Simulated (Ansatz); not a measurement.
## BN (P6_3/mmc): how ε∞ follows the gap

The empty bands of BN (P6_3/mmc) are shifted up rigidly by Δ, and ε∞ along x is computed for each shift. x, y and z are the Cartesian axes of the input cell.

Symmetry: P6_3/mmc, No. 194, hexagonal system. The conventional cell has a = 2.498 Å, b = 2.498 Å, c = 6.636 Å, α = 90.00°, β = 90.00°, γ = 120.00°. N on site d has 3 B at 1.44 Å as nearest neighbours. B on site c has 3 N at 1.44 Å as nearest neighbours.

Method: Ansatz 0.2.0, PBE, independent particles, k-mesh 12×12×4 with interpolation inside its cells, Gaussian parameter 0.1 eV.

Launch of the response step: `ansatz run input.yaml --threads 4 --pin off --max-ram 8192MiB --backend cpu --events-out ev --progress --plain --runs-dir out`. The series took 2.3 min in all, on 4 threads of Intel(R) Xeon(R) Processor @ 2.50GHz (Skylake/Cascade Lake), on a shared host.

| Δ (eV) | ε∞ along x |
| --- | --- |
| 0.00 | ? |
| 0.40 | 4.650 |
| 0.80 | 4.484 |
| 1.20 | 4.334 |
| 1.60 | 4.198 |
| 2.00 | 4.074 |

With one effective transition at E₀ and fixed dipole strength, ε∞ − 1 = A/(E₀ + Δ), so 1/(ε∞ − 1) is linear in Δ.

Working, on the rows shown:

| x = Δ (eV) | y = 1/(ε∞ − 1) |
| --- | --- |
| 0.4 | 0.273973 |
| 0.8 | 0.287026 |
| 1.2 | 0.29994 |
| 1.6 | 0.312695 |
| 2 | 0.325309 |

Means: x̄ = 1.2, ȳ = 0.29979. Σ(x − x̄)(y − ȳ) = 0.05134, Σ(x − x̄)² = 1.6. Slope = 0.05134 / 1.6 = 0.03209; intercept = ȳ − slope · x̄ = 0.26129. Turned back into ε∞ along x, the line misses the rows shown by at most 0.002.

Q: What does the fit predict for the withheld row, and how well does it do?

A: At x = 0 the line gives y = 0.26129, that is 4.827. The run gave 4.837, so the extrapolation is off by 0.0098, 1.3 % of the range in the table.

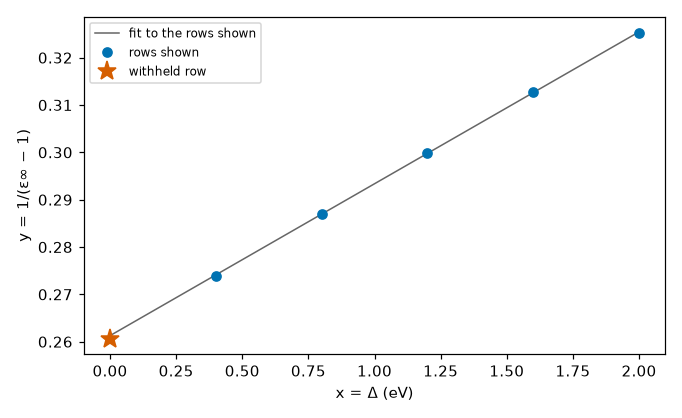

Refitted with all rows, the slope is 0.03232 and the intercept 0.26094. These give E₀ = intercept/slope = 8.1 eV, far above the least direct gap of 4.66 eV: most of the screening comes from transitions well over the edge. Over the first step ε∞ falls by 10 % per eV. The cell comes from an older database entry, whose edges can be off by a per cent or so. Excitons are left out and so are local fields; PBE gaps are as a rule too small.
